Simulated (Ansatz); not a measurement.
System: Ru.

The calculation's input:

```
crystal:
  lattice:
    - [4.4024275926, 0.0, 0.0]
    - [-2.2012137963, 3.8126141335, 0.0]
    - [0.0, 0.0, 2.7664238866]
  atoms:
    - { symbol: Ru, position: [1.0, 1.0, 0.0], spin: 1.0 }
    - { symbol: Ru, position: [0.3333333333, 0.6666666667, 0.5], spin: 1.0 }
    - { symbol: Ru, position: [0.6666666667, 0.3333333333, 0.5], spin: 1.0 }
hamiltonian:
  xc: mr2scan
  pseudopotentials:
    kind: paw
    azcp:
      Ru: "pseudopotentials/Ru.paw.azcp"
basis:
  ecutwfc: 500
  fft_grid_basis: typed
kpoints:
  mp_grid: { grid: [10, 10, 13], shift: [0, 0, 0] }
magnetization:
  spin_polarized: true
scf:
  occupations: { method: fermi_dirac, width: 0.05 }
  lower_state_search: "off"
output:
  stress: true
  write_density: true
  write_potential: true
  elf: true
  volumetric_format: npy
```

Run with:

```sh
ansatz run input.yaml --threads 2 --pin off --max-ram 6144MiB --backend cpu --events-out ev --progress --plain --runs-dir out
```

Below, planes, directions and counts refer to the conventional cell (a = 4.40 Å, b = 4.40 Å, c = 2.77 Å, α = 90.00°, β = 90.00°, γ = 120.00°).

Space group P6/mmm; set up as Ru, omega (AlB2-type); a generated structure, not necessarily the stable one; changed on purpose from its base cell (volume × 1.12); computed pressure about −27 GPa in this cell; the program warned that a starting moment wasn't kept; spin-polarised, but the moments vanished.

Method: Ansatz 0.2.0, DFT, m-r2SCAN, plane waves (500 eV) with PAW, scalar-relativistic.

> What will maps of the valence pseudo-density and electron localisation function show?

Ru–Ru (2.77 Å): ρ at the midpoint is about 0.33 e/Å³; the ELF is about 0.30 at the midpoint (no shared electron pair shows on this line).

> Metal or insulator at this level of theory?

It is gapless in this calculation (a metal or semimetal).

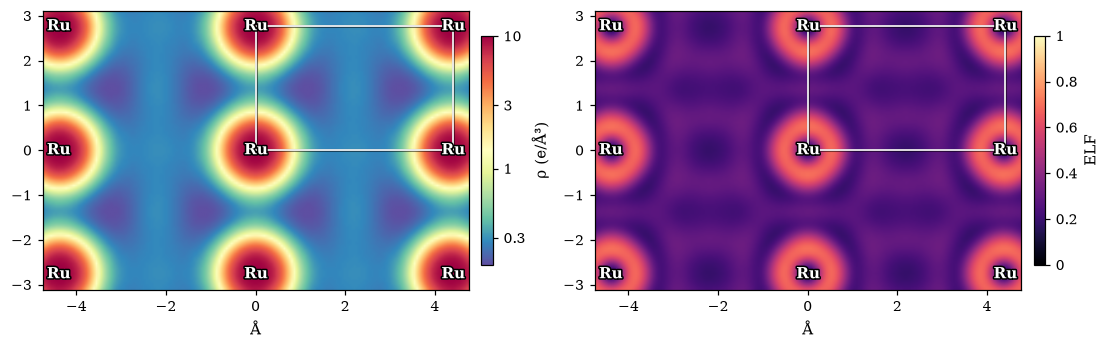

Computed valence pseudo-density and electron localisation function on the (100) plane of the conventional cell, in this order. 
